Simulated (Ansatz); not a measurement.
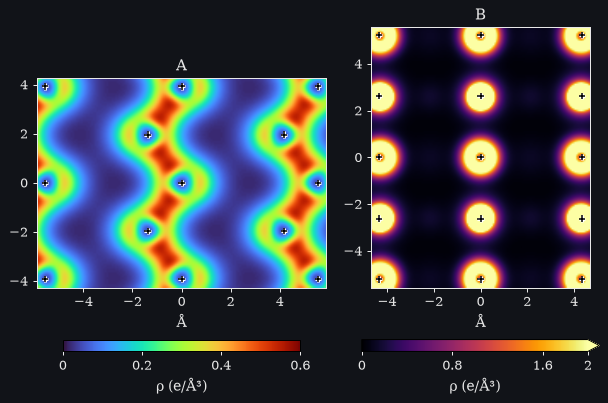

The valence electron density of 2 systems, each on a plane through atoms (crosses mark nuclei in the plane).

The calculation used Kohn-Sham DFT of a periodic cell, PBE, Ansatz PAW (Ansatz 0.2.0).

System 1: SrO, the (010) plane of the standardised cell. Space group P6₃mc; a structure from a database of computed crystals, not necessarily the ambient phase.

```yaml
crystal:
  lattice:
    - [4.33173, 0.00000, 0.00000]
    - [-2.16586, 3.75139, 0.00000]
    - [0.00000, 0.00000, 5.22344]
  atoms:
    - { symbol: Sr, position: [0.66667, 0.33333, 0.25000] }
    - { symbol: Sr, position: [0.33333, 0.66667, 0.75000] }
    - { symbol: O, position: [0.66667, 0.33333, 0.74874] }
    - { symbol: O, position: [0.33333, 0.66667, 0.24874] }
```

System 2: Si, the (110) plane of the conventional cell. Space group Fd-3m; a structure from a database of computed crystals, not necessarily the ambient phase; computed pressure about −4 GPa in this cell.

```
Si
1.0
     5.55047    0.00000    0.00000
     0.00000    5.55047    0.00000
     0.00000    0.00000    5.55047
Si
8
Direct
  0.00000 0.00000 0.00000
  0.50000 0.50000 0.00000
  0.50000 0.00000 0.50000
  0.00000 0.50000 0.50000
  0.25000 0.25000 0.25000
  0.75000 0.75000 0.25000
  0.75000 0.25000 0.75000
  0.25000 0.75000 0.75000
```

### Which map belongs to which system?

Panel A is system 2, Si: the plane holds Si. Si–Si (2.40 Å): the density is about 0.53 e/Å³ at the midpoint. Panel B is system 1, SrO: the plane holds Sr and O. Sr–O (2.62 Å): ρ is about 0.22 e/Å³ halfway.
